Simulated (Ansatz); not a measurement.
# MgB2: what the fields show

Input

```
crystal:
  lattice:
    - [3.3142323429, 0.0, 0.0]
    - [0.0, 3.3142323429, 0.0]
    - [0.0, 0.0, 7.0745654431]
  atoms:
    - { symbol: Mg, position: [0.0, 0.5, 0.3196955271] }
    - { symbol: Mg, position: [0.5, 0.0, 0.6803044729] }
    - { symbol: B, position: [0.5, 0.2538711761, 0.0979773708] }
    - { symbol: B, position: [0.5, 0.7461288239, 0.0979773708] }
    - { symbol: B, position: [0.2538711761, 0.5, 0.9020226292] }
    - { symbol: B, position: [0.7461288239, 0.5, 0.9020226292] }
basis:
  ecutwfc: 420
kpoints:
  mp_grid: { grid: [12, 12, 6] }
hamiltonian:
  xc: pbe
scf:
  occupations: { method: gaussian, width: 0.1 }
output:
  forces: true
  stress: true
  eigenvalues: true
  write_density: true
  write_potential: true
  elf: true
  volumetric_format: npy
relax:
  adjacent_minimum: "off"
  f_tol: 0.01
  max_steps: 80
  cell: { stress_tol: 0.05 }
```

Launched as:

```sh
ansatz run input.yaml --threads 1 --pin off --max-ram 2560MiB --backend cpu --events-out ev --progress --plain --runs-dir out
```

Below, planes, directions and counts refer to the conventional cell (a = 3.31 Å, b = 3.31 Å, c = 7.08 Å, α = 90.00°, β = 90.00°, γ = 90.00°).

The fields are those of the relaxed geometry.

Space group P-4m2; started from the random prototype, which need not be the ambient phase.

Computed with Ansatz 0.2.0, DFT PBE, scalar-relativistic, plane waves, PAW.

The density is the valence pseudo-density of a PAW calculation; it isn't the true density close to the nuclei.

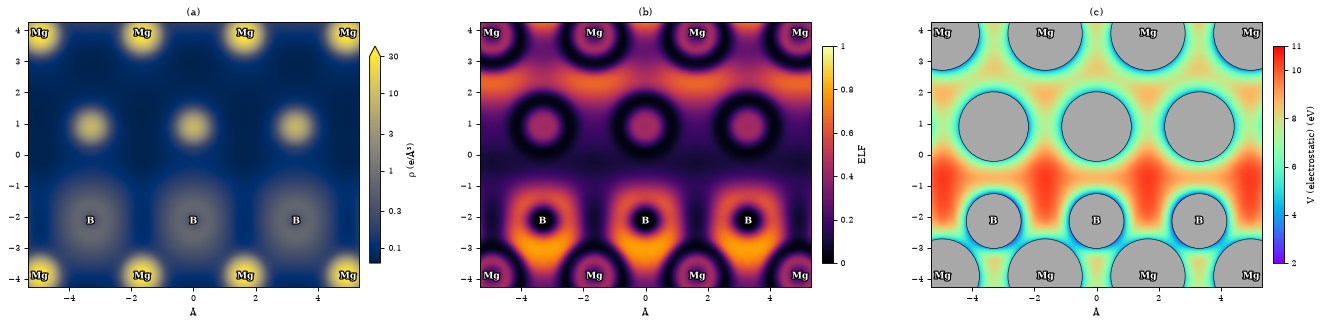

Figure 1. (a) valence pseudo-density; (b) electron localisation function; (c) electrostatic potential energy of an electron on the (101̄) plane of the conventional cell. Grey discs cover the atomic cores in the potential map.

Question: Interpret the plot.

Answer: The section cuts through Mg and B sites.
Atoms just off the plane (Mg, 0.4 Å away) can leave unmarked features too.
Mg–B (2.42 Å): the density is about 0.24 e/Å³ at the midpoint; the ELF peaks at about 0.75 in the valence shell of B, 0.9 Å from its nucleus, and is about 0.60 at the midpoint.
Between the atoms the lowest density in this plane is 0.06 e/Å³.
Outside the cores the potential energy rises away from the atoms and is highest about 1.6 Å from the nearest atoms; its zero is arbitrary.

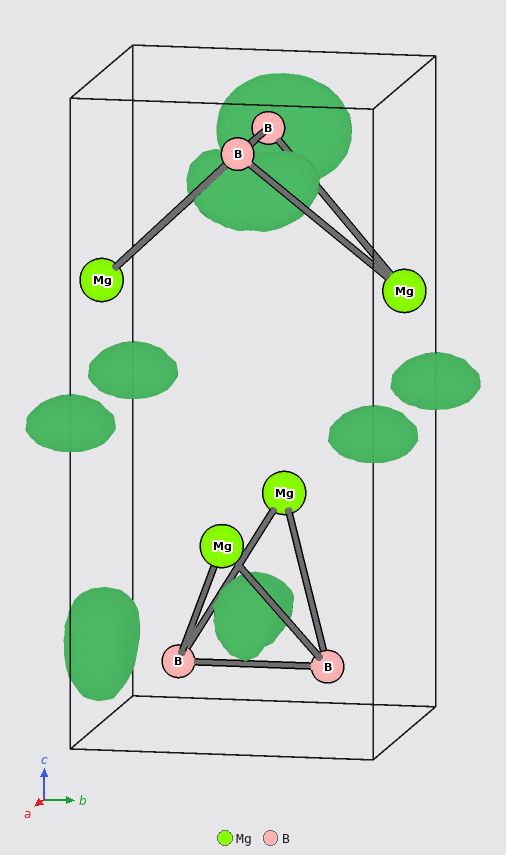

Figure 2. Isosurface of the ELF at 0.8 (green), seen slightly off an axis. Only the valence region is drawn (cores and ρ < 0.01 e/Å³ removed). Sticks mark near contacts.

Question: What do the ELF domains correspond to?

Answer: The surface consists of four regions between bonded B–B atoms and one pocket between the atoms, centred on no nucleus (multi-centre or interstitial), counted in one cell of 6 atoms. Any copies at cell faces, edges or corners count once. Along the contacts the grid gives the following. B–B (1.63 Å): the ELF peaks at about 0.75 between the atoms.

Question: Metal or insulator at this level of theory?

Answer: It is metallic or semimetallic at this level of theory: no gap opens.
